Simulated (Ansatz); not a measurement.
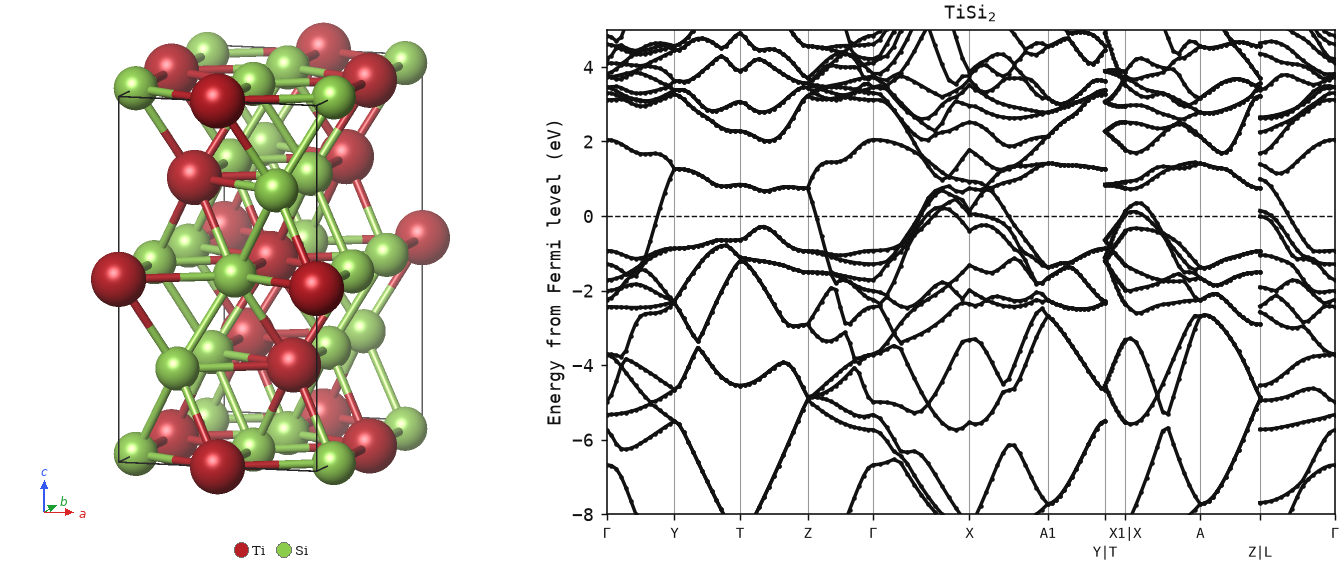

Band structure, beside the structure. Energies are counted from the Fermi level.

The Ansatz input:

```yaml
crystal:
  lattice:
    - [0.0, 4.1175163063, 4.2628978354]
    - [2.3895119538, 0.0, 4.2628978354]
    - [2.3895119538, 4.1175163063, 0.0]
  atoms:
    - { symbol: Ti, position: [0.75, 0.75, 0.75] }
    - { symbol: Ti, position: [0.5, 0.5, 0.5] }
    - { symbol: Si, position: [0.41256561, 0.08743439, 0.41256561] }
    - { symbol: Si, position: [0.08743439, 0.41256561, 0.08743439] }
    - { symbol: Si, position: [0.16256561, 0.83743439, 0.16256561] }
    - { symbol: Si, position: [0.83743439, 0.16256561, 0.83743439] }
hamiltonian:
  xc: lda
  pseudopotentials: { kind: paw }
kpoints:
  mp_grid: { grid: [7, 7, 7] }
  band_path:
    path:
      - [[0.0, 0.0, 0.0], [0.5, 0.0, 0.5], [1.0, 0.5, 0.5], [0.5, 0.5, 0.0], [0.0, 0.0, 0.0], [0.0, 0.4127457158, 0.4127457158], [0.5, 0.2443551471, 0.7443551471], [0.5, 0.0, 0.5]]
      - [[1.0, 0.5, 0.5], [1.0, 0.5872542842, 0.5872542842]]
      - [[0.0, 0.4127457158, 0.4127457158], [0.5, 0.7556448529, 0.2556448529], [0.5, 0.5, 0.0]]
      - [[0.5, 0.5, 0.5], [0.0, 0.0, 0.0]]
    npoints: 14
scf:
  occupations: { method: fermi_dirac, width: 0.05 }
  n_extra_bands: 15
output:
  forces: true
  stress: true
  eigenvalues: true
  fatbands: false
  write_density: true
  write_potential: true
  elf: true
  volumetric_format: npy
```

System: TiSi₂, space group Fddd (No. 70), 6 atoms in the primitive cell.

Computed with Ansatz 0.2.0: LDA, Ansatz PAW, no spin polarisation, no spin-orbit coupling, 7×7×7 k mesh, 420 eV cutoff, Fermi-Dirac smearing of 0.05 eV.

Does this material conduct, going by its bands?

Answer. A metal: 4 bands cross the Fermi level along this path.

On which lines of the path do bands cross the Fermi level?

Answer. Bands cross the Fermi level on Γ–Y, Z–Γ, Γ–X, X–A1, T–X1, X–A and L–Γ, and not on Y–T, T–Z, A1–Y and A–Z.

The PAW data sets were made with another functional. The cell is at −5 GPa in this functional. The cell is a database's computed one. In reduced coordinates of the cell that was run, Y is (0.5, 0, 0.5), T is (1, 0.5, 0.5), Z is (0.5, 0.5, 0), X is (0, 0.413, 0.413), A1 is (0.5, 0.244, 0.744), X1 is (1, 0.587, 0.587), A is (0.5, 0.756, 0.256) and L is (0.5, 0.5, 0.5).
